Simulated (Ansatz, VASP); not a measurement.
## BN: VASP beside Ansatz

Wanted: the spread between two codes on one cell, functional and k mesh. The cell is a member of a volume series, scaled by 1.015 from a relaxed one, so a pressure remains.

Main program and level: Ansatz 0.2.0; plane waves, with VASP 6.6.1 beside it; single point at HSE06.

## (1) Set-up

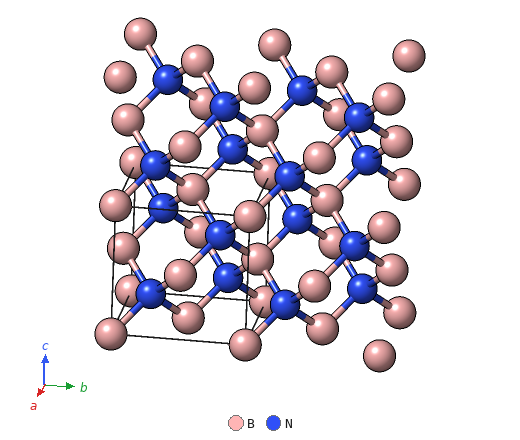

The starting structure, seen slightly off an axis (boron pink, nitrogen blue). 1×2×2 cells are drawn. This picture shows the conventional cell, with its axes. Bonds to atoms that aren't drawn are left out. Some periodic images of atoms are drawn too.

Structure file:

```cif
data_structure
_symmetry_space_group_name_H-M 'P 1'
_symmetry_Int_Tables_number 1
_cell_length_a 2.5459
_cell_length_b 2.5459
_cell_length_c 2.5459
_cell_angle_alpha 60.000
_cell_angle_beta 60.000
_cell_angle_gamma 60.000
_cell_volume 11.67
loop_
_atom_site_label
_atom_site_type_symbol
_atom_site_fract_x
_atom_site_fract_y
_atom_site_fract_z
_atom_site_occupancy
B1 B 0.00000 0.00000 0.00000 1
N2 N 0.25000 0.25000 0.25000 1
```

## (2) VASP: single point, HSE06

With cell and atoms fixed, the geometry can't cause a difference; cores, projectors, grids and the points listed under the comparison can.

Lines of VASP's logs that name or quote its potential files are left out, and so is its time.

The input, INCAR:

```
SYSTEM = BN
PREC = Accurate
ENCUT = 600
EDIFF = 1E-06
NELM = 100
ISMEAR = 0
SIGMA = 0.02
LREAL = .FALSE.
ALGO = Normal
LHFCALC = .TRUE.
AEXX = 0.25
GGA = PE
HFSCREEN = 0.2
LASPH = .TRUE.
NBANDS = 9
PRECFOCK = Fast
LWAVE = .FALSE.
LCHARG = .FALSE.
KPAR = 4
```

The input, POSCAR:

```
BN
1.0
    0.0000000000      1.8002246378      1.8002246378
    1.8002246378      0.0000000000      1.8002246378
    1.8002246378      1.8002246378      0.0000000000
B N
1 1
Direct
    0.0000000000      0.0000000000      0.0000000000
    0.2500000000      0.2500000000      0.2500000000
```

The input, KPOINTS:

```
Automatic mesh
0
Gamma
7 7 7
0 0 0
```

The input, KPOINTS_OPT:

```
Line mode
6
Line-mode
Reciprocal
  0.00000000   0.00000000   0.00000000
  0.01432573   0.01432573   0.00000000

  0.00000000   0.00000000   0.00000000
 -0.00000000  -0.01432573  -0.01432573

  0.31000000   0.31000000   0.00000000
  0.50000000   0.50000000   0.00000000

  0.00000000   0.31000000   0.31000000
  0.00000000   0.50000000   0.50000000

  0.45000000   0.45000000   0.45000000
  0.50000000   0.50000000   0.50000000

  0.45000000   0.00000000   0.00000000
  0.50000000   0.00000000   0.00000000

  0.42500000   0.42500000   0.00000000
  0.42500000   0.43932573   0.01432573

  0.50000000   0.50000000   0.50000000
  0.48987018   0.51012982   0.50000000
```

The projector-augmented-wave data sets are B and N (LDA family, release 64).

Command:

```
mpirun -np 4 vasp_std
```

Numbers of over 12 decimals in the logs are rounded to 6 here.

What it wrote:

```text
[banner, memory and clock lines left out]
running    4 mpi-ranks, on    1 nodes
 distrk:  each k-point on    1 cores,    4 groups
 distr:  one band on    1 cores,    1 groups

 POSCAR found type information on POSCAR B N
 POSCAR found :  2 types and       2 ions
|                                                                             |
|               ----> ADVICE to this user running VASP <----                  |
|                                                                             |
|     You enforced a specific xc type in the INCAR file but a different       |
|     [... a line on the potential file left out ...]
|     I HOPE YOU KNOW WHAT YOU ARE DOING!                                     |
|                                                                             |

 LDA part: xc-table for (Slater+PW92), standard interpolation
 found WAVECAR, reading the header
 POSCAR, INCAR and KPOINTS ok, starting setup
 FFT: planning ... GRIDC
 FFT: planning ... GRID_SOFT
 FFT: planning ... GRID
 reading WAVECAR
 the WAVECAR file was read successfully
 initial charge from wavefunction
 entering main loop
       N       E                     dE             d eps       ncg     rms          rms(c)
DAV:   1    -0.204557140340E+02   -0.20456E+02   -0.62814E-01   369   0.848E+00    0.599E-01
DAV:   2    -0.204563712320E+02   -0.65720E-03   -0.80136E-03   389   0.944E-01    0.400E-01
DAV:   3    -0.204553797859E+02    0.99145E-03   -0.28016E-03   382   0.349E-01    0.235E-01
DAV:   4    -0.204552342387E+02    0.14555E-03   -0.29494E-04   382   0.122E-01    0.140E-01
DAV:   5    -0.204551587250E+02    0.75514E-04   -0.27559E-05   371   0.590E-02    0.788E-02
DAV:   6    -0.204551358853E+02    0.22840E-04   -0.14473E-05   374   0.411E-02    0.431E-02
DAV:   7    -0.204551295342E+02    0.63511E-05   -0.25856E-06   368   0.199E-02    0.242E-02
DAV:   8    -0.204551276663E+02    0.18678E-05   -0.79241E-07   192   0.105E-02    0.140E-02
DAV:   9    -0.204551272781E+02    0.38828E-06   -0.33753E-07   189   0.674E-03
   1 F= -.20455127E+02 E0= -.20455127E+02  d E =-.101954E-54
 Start KPOINTS_OPT (optional k-point list driver)
k-point batch [1-20\48]
       N       E                     dE             ncg
DAV:   1     0.938117243861E+03   -0.25907E+04      360
DAV:   2     0.442073672044E+02   -0.89391E+03      495
DAV:   3     0.856496202533E+01   -0.35642E+02      411
DAV:   4     0.844010353951E+01   -0.12486E+00      388
DAV:   5     0.843914109867E+01   -0.96244E-03      400
DAV:   6     0.843913922773E+01   -0.18709E-05      349
DAV:   7     0.843913922535E+01   -0.23733E-08      284
[...]
k-point batch [41-48\48]
       N       E                     dE             ncg
DAV:   1     0.545928723293E+04   -0.28432E+04      160
DAV:   2     0.517962641131E+04   -0.27966E+03      186
DAV:   3     0.517210365818E+04   -0.75228E+01      173
DAV:   4     0.517206607011E+04   -0.37588E-01      155
DAV:   5     0.517206582733E+04   -0.24278E-03      161
DAV:   6     0.517206582701E+04   -0.31902E-06      152
```

Parts of OUTCAR (step 2):

```text
ion  position               nearest neighbor table
   1  0.000  0.000  0.000-   2 1.56   2 1.56   2 1.56   2 1.56
   2  0.250  0.250  0.250-   1 1.56   1 1.56   1 1.56   1 1.56

  LATTYP: Found a face centered cubic cell.
 ALAT       =     3.6004492756

 Subroutine GETGRP returns: Found 24 space group operations
 (whereof 24 operations were pure point group operations)

The static configuration has the point symmetry T_d .

 Found     20 irreducible k-points:

   k-points           NKPTS =     20   k-points in BZ     NKDIM =    343   number of bands    NBANDS=      9

   dimension x,y,z NGX =    20 NGY =   20 NGZ =   20
   dimension x,y,z NGXF=    40 NGYF=   40 NGZF=   40

   ENCUT  =  600.0 eV  44.10 Ry    6.64 a.u.   5.08  5.08  5.08*2*pi/ulx,y,z

   NELECT =       8.0000    total number of electrons

 k-points in reciprocal lattice and weights: Automatic mesh
   0.00000000  0.00000000  0.00000000       0.003
   0.14285714  0.00000000  0.00000000       0.023
   0.28571429  0.00000000  0.00000000       0.023
   0.42857143  0.00000000  0.00000000       0.023
   0.14285714  0.14285714  0.00000000       0.017
   0.28571429  0.14285714  0.00000000       0.070
   0.42857143  0.14285714  0.00000000       0.070
  -0.42857143  0.14285714  0.00000000       0.070
  -0.28571429  0.14285714  0.00000000       0.070
[...]
-0.42857143  0.42857143  0.14285714       0.070
  -0.28571429  0.42857143  0.14285714       0.070

  exchange ACFDT corr.  =         0.00000000  see jH, gK, PRB 81, 115126

 average (electrostatic) potential at core
       1 -26.4861       2 -55.0967

 E-fermi :   7.1225

 k-point     1 :       0.0000    0.0000    0.0000
  band No.  band energies     occupation
      1     -15.3477      2.00000
      2       6.9058      2.00000
      3       6.9058      2.00000
      4       6.9058      2.00000
      5      17.5336      0.00000
      6      17.5336      0.00000
      7      17.5336      0.00000
      8      19.2576      0.00000
      9      33.8796      0.00000

 k-point     2 :       0.1429    0.0000    0.0000
  band No.  band energies     occupation
      1     -14.8107      2.00000
      2       4.3469      2.00000
      3       6.3872      2.00000
      4       6.3872      2.00000
      5      17.9841      0.00000
      6      18.3113      0.00000
      7      18.3113      0.00000
      8      20.8685      0.00000
      9      33.1871      0.00000

 k-point     3 :       0.2857    0.0000    0.0000
  band No.  band energies     occupation
      1     -13.2733      2.00000
      2      -0.2693      2.00000
      3       5.4564      2.00000
      4       5.4564      2.00000
      5      18.5230      0.00000
      6      19.3525      0.00000
      7      19.3525      0.00000
      8      23.2287      0.00000
      9      32.3240      0.00000

  energy-cutoff  :      600.00
  volume of cell :       11.67
      direct lattice vectors                 reciprocal lattice vectors
     0.000000000  1.800224638  1.800224638    -0.277743116  0.277743116  0.277743116
     1.800224638  0.000000000  1.800224638     0.277743116 -0.277743116  0.277743116
     1.800224638  1.800224638  0.000000000     0.277743116  0.277743116 -0.277743116

 POSITION                                       TOTAL-FORCE (eV/Angst)
 -----------------------------------------------------------------------------------
      0.00000      0.00000      0.00000         0.000000      0.000000      0.000000
      0.90011      0.90011      0.90011        -0.000000     -0.000000     -0.000000
 -----------------------------------------------------------------------------------
    total drift:                               -0.000000      0.000000      0.000000

  FREE ENERGIE OF THE ION-ELECTRON SYSTEM (eV)
  ---------------------------------------------------
  free  energy   TOTEN  =       -20.4551272781 eV

  energy  without entropy=      -20.4551272781  energy(sigma->0) =      -20.45512728

[... 3 further parts left out ...]
```

(Part 1 of 2 ends here.)

[Lines on the potential files, build, host, timing and source positions are cut from VASP's logs without a mark.]

[Logs are printed without paths, hosts, clocks, repeated set-up lines and the standing remarks that a program may print on its own settings, such as how far it seeks lower states.]

[Hosts, paths, dates, database ids (printed as entryN), source tags and the programs' standing remarks are cut or masked in the printed files.]
